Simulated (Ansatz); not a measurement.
## Ir: geometry relaxation

System: Ir (1 atom in the cell).
Method: DFT PBE, scalar-relativistic, plane waves, PAW, no spin polarisation (Ansatz 0.2.0).

The structure was made by swapping elements on the sites of another compound; it need not be a known phase. It belongs to a series of runs on one base structure; here: Rh -> Ir on all its sites, cell and atoms relaxed. Figures and captions count atoms from 1; the log counts them from 0 in places.

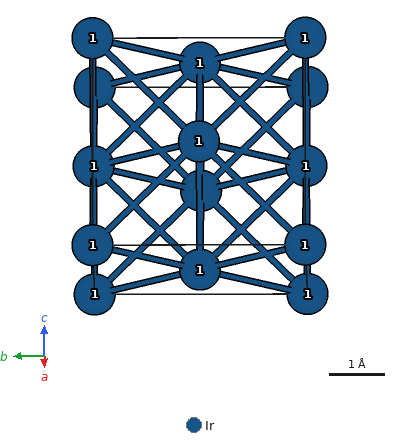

**Figure 1.** The structure as given in the input (ball-and-stick view of the cell 4 times as large as that of the calculation, set on its symmetry axes, seen at an oblique angle; atoms are numbered from 1 in the order of the input). An atom can appear more than once, as a periodic image.

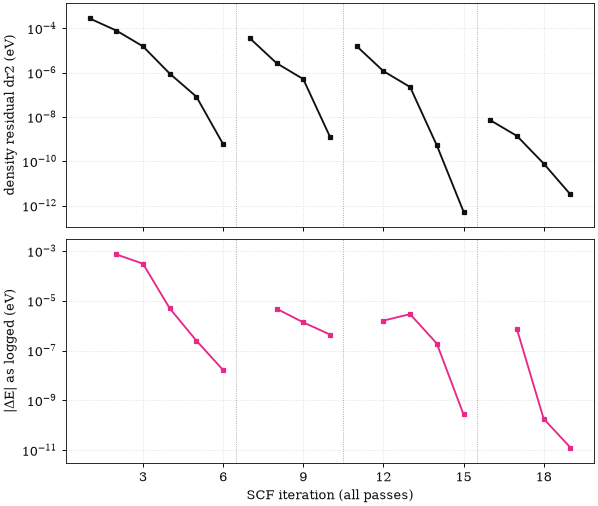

**Figure 2.** Convergence of the self-consistent field: density residual dr2 and size of the energy change against the SCF iteration. The dotted lines part the SCF passes of the relaxation: geometry steps, rejected trials and re-solves on a re-selected basis. The passes take 6, 4, 5 and 4 iterations.

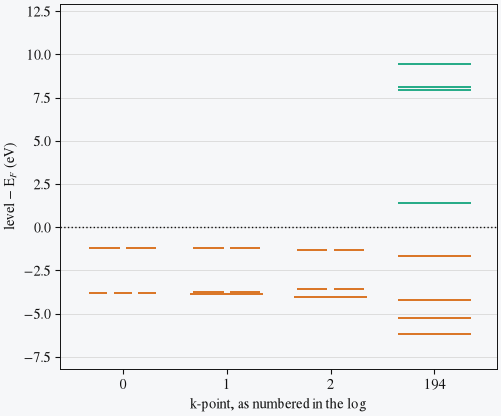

**Figure 3.** Kohn–Sham levels near the Fermi level (dotted) at the few k-points that the log prints; levels within 0.02 eV of each other stand side by side. The system is metallic on the full mesh.

The input and output of the run follow.

The input:
```yaml
crystal:
  lattice:
    - [0.0, 1.9384136824, 1.9384136824]
    - [1.9384136824, 0.0, 1.9384136824]
    - [1.9384136824, 1.9384136824, 0.0]
  atoms:
    - { symbol: Ir, position: [0.0, 0.0, 0.0] }
basis:
  ecutwfc: 420
kpoints:
  mp_grid: { grid: [18, 18, 18] }
hamiltonian:
  xc: pbe
scf:
  occupations: { method: gaussian, width: 0.1 }
output:
  forces: true
  stress: true
  eigenvalues: true
relax:
  adjacent_minimum: "off"
  f_tol: 0.01
  max_steps: 60
  cell: { stress_tol: 0.1 }
```

Launch command:
```bash
ansatz run input.yaml --threads 1 --pin off --max-ram 2560MiB --backend cpu --events-out ev --progress --plain --runs-dir out
```

The program's output:
```
Engine: ansatz 0.2.0, aarch64-unknown-linux-gnu
Pseudopotentials: kind: paw
Pseudopotential: Ir, paw, valence charge 17, recommended cutoff 420 eV (normal), Ir.paw.azcp
Functional definition: PBE
  parameter kappa = 0.804
  parameter beta = 0.06672455060314922
  exchange = pbe_x(kappa = kappa, mu = beta*pi^2/3)
  correlation = pbe_c(beta = beta)
Crystal: 1 atoms, lattice volume = 14.567 Å³
Basis set: ecut = 420 eV, 283 PW (Γ), exchange–correlation on 40×40×40 points (8 copies of the dense FFT grid, shifted against one another)
Bands: 13, of which v1, the nominal top of the filled ones, is band 9 counted from 1 (8 counted from 0)
Symmetry: 48 space group operations
Space group: Fm-3m (ITA 225), of the structure as read, at distance tolerance 2.4e-5 Å
k-points: 195 of 5832
Non-local potential: Ir, projectors of the file, l = 0: 3, l = 1: 2, l = 2: 2, l = 3: 1
PAW form: soft (Blöchl's): semilocal exchange-correlation on the pseudo side does not see the compensation charge
PAW one-centre angular grid: Ir, 590 points (default); XC on 64 Gauss nodes
Initial density: superposition of atomic densities (neutral atoms: chi_scale 0, normalization atom), corrected by the library's trained network
Initial wavefunctions: pseudopotential atomic-orbital guess
Functional: x = pbe(κ = 0.804, μ = 0.2195149727645171), c = pbe(β = 0.06672455060314922)
SCF iter   1: F=—  HF=-11935.311993 eV  |F-HF|=—  |Δ(HF+E_count)|=         —  Δρ=3.90e-3  dr2=2.79e-4  ethr=1.77e-3  ⟨swp⟩=5.0  Hψ=12687  notcnv=0
preconditioner: auto → none  [metal: Δε(μ)=0.008 eV  Ē_g=13.882 eV  σ=0.100 eV  W_gap=0.04  n_scr=0 (ndim 8)  ℏωp=29.2 eV  f_vac=0.000  D(μ)=1.07/eV (n_scr^D=14)]
SCF iter   2: F=—  HF=-11935.312727 eV  |F-HF|=—  |Δ(HF+E_count)|=   7.34e-4  Δρ=2.02e-3  dr2=7.93e-5  ethr=1.64e-6  ⟨swp⟩=2.7  Hψ=5429  notcnv=0
SCF iter   3: F=—  HF=-11935.313036 eV  |F-HF|=—  |Δ(HF+E_count)|=   3.09e-4  Δρ=3.30e-4  dr2=1.53e-5  ethr=4.67e-7  ⟨swp⟩=2.0  Hψ=3354  notcnv=0
SCF iter   4: F=—  HF=-11935.313031 eV  |F-HF|=—  |Δ(HF+E_count)|=   4.99e-6  Δρ=9.17e-5  dr2=9.07e-7  ethr=9.01e-8  ⟨swp⟩=2.4  Hψ=3352  notcnv=0
iter 5 did not close the SCF: its close was put off for the readings that it lacked (scf_convergence_deferred on its scf_iter line)
SCF iter   5: F=-11935.313030 eV  HF=-11935.313030 eV  |F-HF|=3.63e-8  |Δ(HF+E_count)|=   2.50e-7  Δρ=3.07e-5  dr2=8.20e-8  ethr=5.34e-9  ⟨swp⟩=2.0  Hψ=3119  notcnv=0
SCF iter   6: F=-11935.313030 eV  HF=-11935.313030 eV  |F-HF|=3.89e-10  |Δ(HF+E_count)|=   1.65e-8  Δρ=2.38e-6  dr2=5.93e-10  ethr=4.83e-10  ⟨swp⟩=3.4  Hψ=9026  notcnv=0
SCF 1 converged in 6 iterations: F = -11935.313030 eV  dr2 = 5.93e-10
  greatest PAW one-centre occupation: 1.000 electrons in one spin orbital (limit 2), on the Ir atom at site 0 (counted from 0), in its partial waves of l = 0
relax step   1: F+E_penalty+E_count = -11935.31303048 eV  Δ(F+E_penalty+E_count) = +0.000e0 eV  max|allowed force component| = 0.000e0 eV/Å  Δτ_max = 0.0000 Å  P = -1.662 GPa  Ω = 14.567 Å³  (6 SCF iters, dr2 threshold 1.00e-7 eV, accepted)
Crystal: 1 atoms, lattice volume = 14.364 Å³
Initial density: handed on by an earlier stage of this run
Initial wavefunctions: those handed on with the density
iter 1 solved again at ethr=2.01e-7 eV; its pass at ethr=3.10e-3 eV (dr2=3.41e-5 eV) is discarded
SCF iter   1: F=—  HF=-11935.312157 eV  |F-HF|=—  |Δ(HF+E_count)|=         —  Δρ=6.32e-4  dr2=3.57e-5  ethr=2.01e-7  ⟨swp⟩=2.1  Hψ=16793  notcnv=0
preconditioner: auto → none  [metal: Δε(μ)=0.010 eV  Ē_g=14.049 eV  σ=0.100 eV  W_gap=0.06  n_scr=0 (ndim 8)  ℏωp=29.4 eV  f_vac=0.000  D(μ)=1.04/eV (n_scr^D=14)]
SCF iter   2: F=—  HF=-11935.312152 eV  |F-HF|=—  |Δ(HF+E_count)|=   4.81e-6  Δρ=2.67e-4  dr2=2.68e-6  ethr=2.01e-7  ⟨swp⟩=2.1  Hψ=3481  notcnv=0
SCF iter   3: F=—  HF=-11935.312154 eV  |F-HF|=—  |Δ(HF+E_count)|=   1.36e-6  Δρ=1.16e-4  dr2=5.11e-7  ethr=1.57e-8  ⟨swp⟩=1.3  Hψ=2963  notcnv=0
SCF iter   4: F=-11935.312154 eV  HF=-11935.312154 eV  |F-HF|=2.51e-10  |Δ(HF+E_count)|=   4.42e-7  Δρ=5.41e-6  dr2=1.28e-9  ethr=5.88e-10  ⟨swp⟩=5.0  Hψ=10505  notcnv=0
SCF 2 converged in 4 iterations: F = -11935.312154 eV  dr2 = 1.28e-9
relax step   2: F+E_penalty+E_count = -11935.31215405 eV  Δ(F+E_penalty+E_count) = +8.764e-4 eV  max|allowed force component| = 0.000e0 eV/Å  Δτ_max = 0.0000 Å  P = +3.275 GPa  Ω = 14.364 Å³  energy of the carried Pulay correction = +1.022e-4 eV  (4 SCF iters, dr2 threshold 1.00e-7 eV, rejected (line search))
Crystal: 1 atoms, lattice volume = 14.498 Å³
iter 1 solved again at ethr=6.82e-8 eV; its pass at ethr=3.10e-3 eV (dr2=1.16e-5 eV) is discarded
SCF iter   1: F=—  HF=-11935.313431 eV  |F-HF|=—  |Δ(HF+E_count)|=         —  Δρ=4.14e-4  dr2=1.56e-5  ethr=6.82e-8  ⟨swp⟩=2.5  Hψ=17272  notcnv=0
preconditioner: auto → none  [metal: Δε(μ)=0.008 eV  Ē_g=13.940 eV  σ=0.100 eV  W_gap=0.05  n_scr=0 (ndim 8)  ℏωp=29.3 eV  f_vac=0.000  D(μ)=1.06/eV (n_scr^D=14)]
SCF iter   2: F=—  HF=-11935.313429 eV  |F-HF|=—  |Δ(HF+E_count)|=   1.60e-6  Δρ=1.75e-4  dr2=1.17e-6  ethr=6.82e-8  ⟨swp⟩=2.0  Hψ=3464  notcnv=0
SCF iter   3: F=—  HF=-11935.313432 eV  |F-HF|=—  |Δ(HF+E_count)|=   2.91e-6  Δρ=7.64e-5  dr2=2.24e-7  ethr=6.91e-9  ⟨swp⟩=1.2  Hψ=2815  notcnv=0
SCF iter   4: F=—  HF=-11935.313432 eV  |F-HF|=—  |Δ(HF+E_count)|=   1.92e-7  Δρ=3.51e-6  dr2=5.22e-10  ethr=1.32e-9  ⟨swp⟩=2.0  Hψ=3542  notcnv=0
SCF iter   5: F=-11935.313432 eV  HF=-11935.313432 eV  |F-HF|=3.64e-12  |Δ(HF+E_count)|=  2.71e-10  Δρ=7.77e-8  dr2=5.39e-13  ethr=1.00e-12  ⟨swp⟩=4.5  Hψ=8539  notcnv=0
SCF 3 converged in 5 iterations: F = -11935.313432 eV  dr2 = 5.39e-13
relax step   3: F+E_penalty+E_count = -11935.31343229 eV  Δ(F+E_penalty+E_count) = -4.018e-4 eV  max|allowed force component| = 0.000e0 eV/Å  Δτ_max = 0.0000 Å  P = -0.032 GPa  Ω = 14.498 Å³  energy of the carried Pulay correction = +3.456e-5 eV  (5 SCF iters, accepted)
Initial wavefunctions: pseudopotential atomic-orbital guess (no wavefunctions were taken with the density)
iter 1 solved again at ethr=2.79e-8 eV; its pass at ethr=3.10e-3 eV (dr2=4.74e-6 eV) is discarded
SCF iter   1: F=—  HF=-11935.313393 eV  |F-HF|=—  |Δ(HF+E_count)|=         —  Δρ=1.73e-5  dr2=7.15e-9  ethr=2.79e-8  ⟨swp⟩=3.0  Hψ=19476  notcnv=0
preconditioner: auto → none  [metal: Δε(μ)=0.009 eV  Ē_g=13.939 eV  σ=0.100 eV  W_gap=0.05  n_scr=0 (ndim 8)  ℏωp=29.3 eV  f_vac=0.000  D(μ)=1.06/eV (n_scr^D=14)]
SCF iter   2: F=—  HF=-11935.313394 eV  |F-HF|=—  |Δ(HF+E_count)|=   7.19e-7  Δρ=8.04e-6  dr2=1.39e-9  ethr=4.21e-11  ⟨swp⟩=2.4  Hψ=4230  notcnv=0
SCF iter   3: F=—  HF=-11935.313394 eV  |F-HF|=—  |Δ(HF+E_count)|=  1.82e-10  Δρ=9.72e-7  dr2=7.92e-11  ethr=8.20e-12  ⟨swp⟩=3.0  Hψ=3670  notcnv=0
SCF iter   4: F=-11935.313394 eV  HF=-11935.313394 eV  |F-HF|=3.64e-12  |Δ(HF+E_count)|=  1.27e-11  Δρ=3.10e-7  dr2=3.21e-12  ethr=1.00e-12  ⟨swp⟩=4.0  Hψ=7604  notcnv=0
SCF 4 converged in 4 iterations: F = -11935.313394 eV  dr2 = 3.21e-12
relax step   4: F+E_penalty+E_count = -11935.31339361 eV  Δ(F+E_penalty+E_count) = +3.868e-5 eV  max|allowed force component| = 0.000e0 eV/Å  Δτ_max = 0.0000 Å  P = -0.027 GPa  Ω = 14.498 Å³  stress off target by 2.67e-2 GPa  SCF on the basis re-selected at this cell (its energy is not comparable with the rows above)  (4 SCF iters)
basis re-selected at this cell: Δ(F+E_penalty+E_count) = +3.868e-5 eV, ΔP = +0.005 GPa vs the last step (what re-selecting the basis moved, of the pressure what is left beyond the Pulay correction that the steps carried, after the strain that the cell walked since its last selection, with what the two solves' SCF thresholds leave and, on support functions, any second-order correction that the steps lacked; it is no measure of the basis error at this ecutwfc). This SCF's stress stands 2.67e-2 GPa from its target on what of the cell is left free (relax.cell.stress_tol is 1.00e-1 GPa) and its largest allowed force component is 0.00e0 eV/Å (relax.f_tol is 1.00e-2 eV/Å): within both
SCF converged after 4 iterations
Free energy (F): -11935.313394 eV
Harris-Foulkes:  -11935.313394 eV  (|F-HF|=3.64e-12)
Internal energy: -11935.308092 eV  (E = F + TS)
E sigma→0 (E₀):  -11935.310743 eV
Entropy (-TS):   -0.005302 eV (-5.302 meV/atom)
Fermi energy:    25.076294 eV
--- Per-component energies (eV) ---
  E_band       = -93.856434
  E_kinetic    = 622.429157
  E_local      = -1091.737454  (includes V_loc(G=0)·N_el)
  E_nonlocal   = 72.521723
  E_hartree    = 417.306718
  E_xc         = -267.838138
  E_vxc        = -299.924201  (∫ρ·V_xc dr)
  E_paw        = -9223.323555  (= ΣΔE_a)
  E_vpaw       = -231.759163  (= ΣTr[D̂ρ^β])
  E_aug_tail   = 0.000054  (compensation charges beyond the density's cutoff)
  E_ewald      = -2464.666595
  E_smearing   = -0.005302  (= −TS)
  E_closure    = 0.000000  (closes the sum)
  Σ components = -11935.313394   (vs F -11935.313394, Δ=0.00e0)
--- Forces (eV/Å), atoms counted from 1 ---
  atom   1  Ir     0.00000000     0.00000000    -0.00000000
  max |Σ_I F_I| component: 1.40e-31 eV/Å
--- Stress (GPa, compression-positive) ---
       -0.026725      -0.000000      -0.000000
       -0.000000      -0.026725      -0.000000
       -0.000000      -0.000000      -0.026725
  P = ⅓ Tr σ = -0.0267 GPa (-0.267 kbar)
--- Band table (eV; the first three rows and the last of 195) ---
  k-point 0: bands = ["-67.7594", "-24.2662", "-24.2662", "-24.2662", "14.1757", "21.2963", "21.2963", "21.2963", "23.8880", "23.8880", "38.7143", "44.0907", "44.0907"]
  k-point 1: bands = ["-67.7577", "-24.2889", "-24.2694", "-24.2694", "14.3106", "21.2245", "21.3541", "21.3541", "23.8504", "23.8504", "38.9458", "43.4443", "44.3128"]
  k-point 2: bands = ["-67.7526", "-24.3538", "-24.2783", "-24.2783", "14.7014", "21.0402", "21.5056", "21.5056", "23.7682", "23.7682", "39.5825", "42.1197", "44.9610"]
  k-point 194: bands = ["-67.6812", "-24.7808", "-24.7089", "-24.5419", "18.9267", "19.8461", "20.8660", "23.4073", "26.4738", "33.0037", "33.2206", "34.5058", "38.0556"]
--- Relaxed structure (3 steps of the walk, 2 accepted, 1 SCFs on fresh bases) ---
  F+E_penalty+E_count = -11935.31339361 eV   max|allowed force component| = 0.000e0 eV/Å   (the final SCF, on the basis selected at the relaxed cell)
  cell:  # Å, volume = 14.4978 Å³
    - [-1.528611609868677e-34, 1.935342116269201, 1.935342116269201]
    - [1.935342116269201, 1.2738430082238982e-35, 1.935342116269201]
    - [1.935342116269201, 1.935342116269201, 1.1464587074015077e-34]
  atoms:
    - { symbol: Ir, position: [0.0, 0.0, 0.0] }
```

Trajectory as extended XYZ (Å, eV, eV/Å), 4 frames, from step=1 to step=4:
```
1
Lattice="0.0000 1.9384 1.9384 1.9384 0.0000 1.9384 1.9384 1.9384 0.0000" Properties=species:S:1:pos:R:3:forces:R:3 step=1 energy=-11935.31303 pressure_GPa=-1.66
Ir    0.0000    0.0000    0.0000    0.0000   0.0000   0.0000
1
Lattice="0.0000 1.9293 1.9293 1.9293 0.0000 1.9293 1.9293 1.9293 0.0000" Properties=species:S:1:pos:R:3:forces:R:3 step=2 energy=-11935.31215 pressure_GPa=3.27 accepted=F
Ir    0.0000    0.0000    0.0000    0.0000   0.0000   0.0000
1
Lattice="0.0000 1.9353 1.9353 1.9353 0.0000 1.9353 1.9353 1.9353 0.0000" Properties=species:S:1:pos:R:3:forces:R:3 step=3 energy=-11935.31343 pressure_GPa=-0.03
Ir    0.0000    0.0000    0.0000    0.0000   0.0000   0.0000
1
Lattice="0.0000 1.9353 1.9353 1.9353 0.0000 1.9353 1.9353 1.9353 0.0000" Properties=species:S:1:pos:R:3:forces:R:3 step=4 energy=-11935.31339 pressure_GPa=-0.03
Ir    0.0000    0.0000    0.0000    0.0000   0.0000   0.0000
```

Summary:

- outcome: converged
- space group (tolerance 0.01 Å): Fm-3m (225)
- electrons treated: 17
- free energy: −11935.3134 eV
- Fermi energy: 25.076 eV
- gap on the k-point mesh: none (metallic)
- pressure: −0.03 GPa
- final volume: 14.50 Å³
- largest force (length of the vector) at the end: under 0.001 eV/Å
- final cell: a = 2.737 Å, b = 2.737 Å, c = 2.737 Å, α = 60.00°, β = 60.00°, γ = 60.00°
- hardware: 1 thread of Arm Neoverse V1, 24 GiB of memory available, shared host
- wall time: 9 s
- peak memory: 0.31 GiB

Notes:

Spin–orbit coupling is left out, which matters for Ir.
